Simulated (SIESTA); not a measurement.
## CdO: 7 runs along one coordinate

System: CdO (2 atoms in the cell).
Method: Kohn-Sham DFT of a periodic cell, PBE, PseudoDojo 0.4 standard, converted to PSML, no spin polarisation (SIESTA 5.4.2).

The 7 runs differ only in the geometry, by an even scaling of the cell at fixed fractional positions. The structure derives from an entry of the Crystallography Open Database.

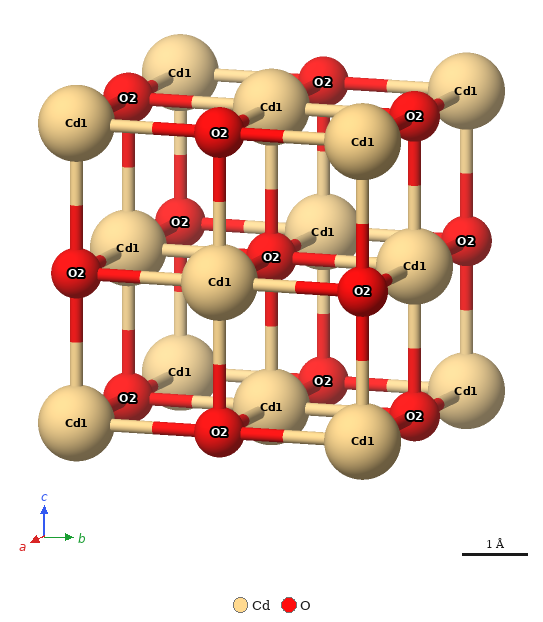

Figure 1. The structure of run 4 (ball-and-stick view of the cell 4 times as large as that of the calculation, set on its symmetry axes, seen slightly off an axis; atoms are numbered from 1 in the order of the input). An atom can appear more than once, as a periodic image.

### Input of run 4
```
SystemName                      Monteponite
SystemLabel                     CdO
NumberOfSpecies                 2
NumberOfAtoms                   2
%block ChemicalSpeciesLabel
  1  48 Cd
  2   8 O
%endblock ChemicalSpeciesLabel

LatticeConstant                 1.0 Ang
%block LatticeVectors
     0.0000000000     2.3495000000     2.3495000000
     2.3495000000     0.0000000000     2.3495000000
     2.3495000000     2.3495000000     0.0000000000
%endblock LatticeVectors
AtomicCoordinatesFormat         Ang
%block AtomicCoordinatesAndAtomicSpecies
     0.0000000000     0.0000000000     0.0000000000  1
     2.3495000000     2.3495000000     2.3495000000  2
%endblock AtomicCoordinatesAndAtomicSpecies

%block kgrid.MonkhorstPack
   10   0   0  0.0
    0  10   0  0.0
    0   0  10  0.0
%endblock kgrid.MonkhorstPack
XC.Functional                   GGA
XC.Authors                      PBE
PAO.BasisSize                   DZP
PAO.EnergyShift                 0.003 Ry
Mesh.Cutoff                     800 Ry
OccupationFunction              FD
ElectronicTemperature           0.05 eV
MaxSCFIterations                120
SCF.MustConverge                false
SCF.Mixer.Method                Pulay
SCF.Mixer.Weight                0.25
SCF.Mixer.History               8
SCF.DM.Tolerance                5.0e-05
SCF.H.Tolerance                 1.0e-03 eV
WriteForces                     true
Charge.Mulliken                 end
%block PAO.Basis
  Cd 5
  n=4 0 2
    2.625 0.000
  n=5 0 2
    7.565 0.000
  n=4 1 2
    2.973 0.000
  n=5 1 1
    7.565
  n=4 2 2
    4.575 0.000
%endblock PAO.Basis
```

Command:
```bash
siesta CdO.fdf > CdO.out 2>&1
```

Run 5 differs from it as follows:
```diff
-     0.0000000000     2.3495000000     2.3495000000
-     2.3495000000     0.0000000000     2.3495000000
-     2.3495000000     2.3495000000     0.0000000000
+     0.0000000000     2.3650600561     2.3650600561
+     2.3650600561     0.0000000000     2.3650600561
+     2.3650600561     2.3650600561     0.0000000000
-     2.3495000000     2.3495000000     2.3495000000  2
+     2.3650600561     2.3650600561     2.3650600561  2
```

### Results, with one run withheld

```csv
run,volume per atom (Å³),"free energy per atom, from the lowest run given (meV)",pressure (GPa)
1,12.191,72.53,18.49
2,12.451,46.17,14.21
3,12.710,26.30,10.35
4,12.970,12.44,6.87
5,13.229,?,?
6,13.488,0.00,0.93
7,13.748,0.55,−1.60
```

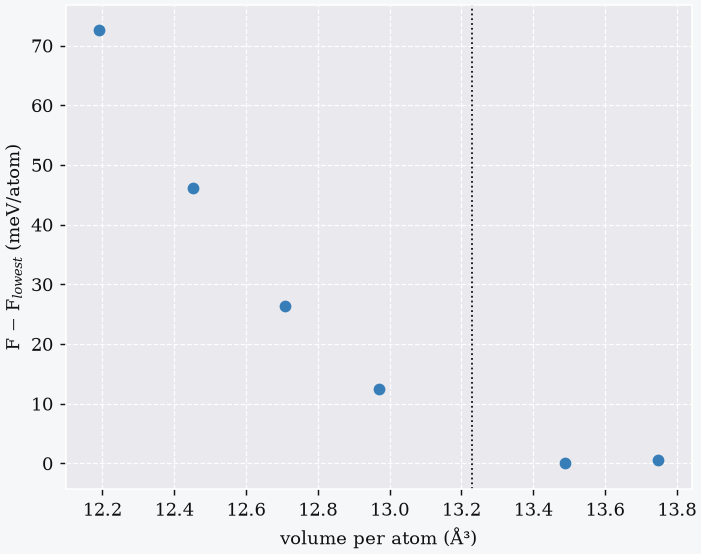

Figure 2. Free energy per atom of the runs given; the dotted line marks run 5.

What should run 5 give?

A cubic polynomial in V^(−2/3) (the Birch–Murnaghan form), fitted to the 6 runs given, misses them by at most 0.06 meV per atom. With x = V^(−2/3) − 0.18174 Å⁻², it reads F = 15.274 + 5122.3 x + 4.2378e+05 x² + 3.2256e+05 x³ (meV per atom). At run 5 it gives 3.81 meV per atom, and the run itself gives 3.80. The slope of the fit gives a pressure −dF/dV of 3.78 GPa there, and the run prints 3.85 GPa. The two needn't agree exactly: the fit is approximate, and the printed stress is taken on a finite basis. The fit has its minimum at 13.584 Å³ per atom, where V d²F/dV² gives 135 GPa: the bulk modulus at this level, since symmetry fixes the shape and the positions.

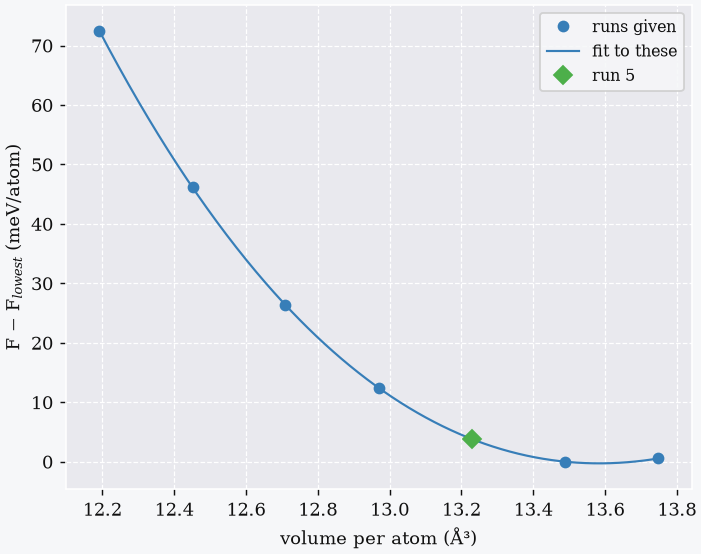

Figure 3. The fit and the withheld run.

### Some lines of the output (run 5)
```
[...]
outcell: Cell volume (Ang**3)        :     26.4580
stepf: Fermi-Dirac step function
siesta: Etot    =     -5215.859279
siesta: FreeEng =     -5215.859290
        iscf     Eharris(eV)        E_KS(eV)     FreeEng(eV)     dDmax    Ef(eV) dHmax(eV)
siesta: E_KS(eV) =            -5220.4228
siesta: E_KS - E_eggbox =     -5220.4228
siesta: Etot    =     -5220.422761
siesta: FreeEng =     -5220.423307
siesta:         Fermi =      -5.100425
siesta: Cell volume =         26.457970 Ang**3
    Orbital volume contribution        =           1.189231 eV
```

Notes: Points of doubt noted for this run: mulliken charges of long orbitals. With a small basis of atomic orbitals these values can differ much from converged plane-wave results.
